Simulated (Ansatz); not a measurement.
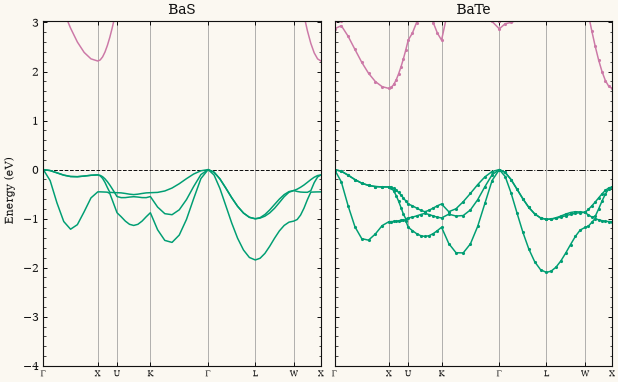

Band structures of two compounds with space group Fm-3m and 2 atoms in the cell that differ in one element, each in its own cell. Zero is the valence-band top, or the Fermi level for a metal. Ansatz 0.2.0; DFT with PBE, PAW plane waves, no spin polarisation.

What does putting Te in place of S do to the gap?

Gaps along the path: BaS 2.21 eV (indirect), at 32.8 Å³ per atom; BaTe 1.66 eV (indirect), at 44.1 Å³ per atom. Going from S to the heavier Te narrows the gap by 0.56 eV.

Spin-orbit coupling is left out, which matters for Te.
